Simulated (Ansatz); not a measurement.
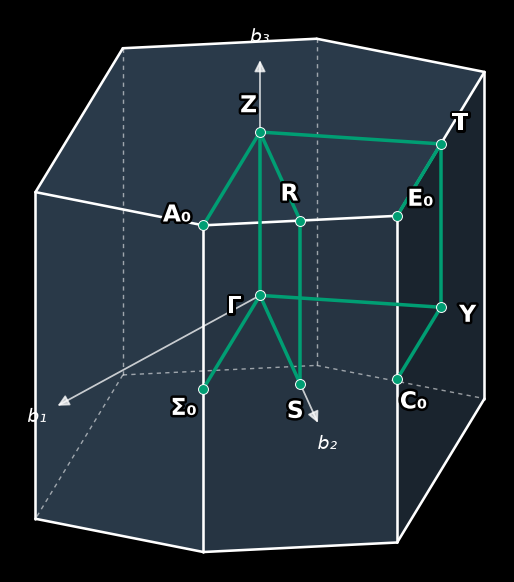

For Si, the geometry relaxed with DFT PBE, scalar-relativistic, plane waves, PAW in Ansatz 0.2.0; the starting structure was generated, so it need not be a known form of this composition: the figure shows the first Brillouin zone with its special points and a band path. All values are computed from the atomic coordinates in the standard setting (tolerance 0.002 Å).

Labels and path follow the convention of Hinuma et al. (2017), as computed by seekpath; the arrows show the directions of the reciprocal primitive vectors b₁, b₂, b₃.

### Which Bravais lattice has this zone?

A base-centred orthorhombic lattice (oC; extended symbol oC1). The zone is a hexagonal prism in its combinatorial type: 8 faces (6 with 4 edges, 2 with 6 edges), 18 edges, 12 vertices.

### In which order does the conventional band path visit the special points?

Γ–Y–C₀ | Σ₀–Γ–Z–A₀ | E₀–T–Y | Γ–S–R–Z–T
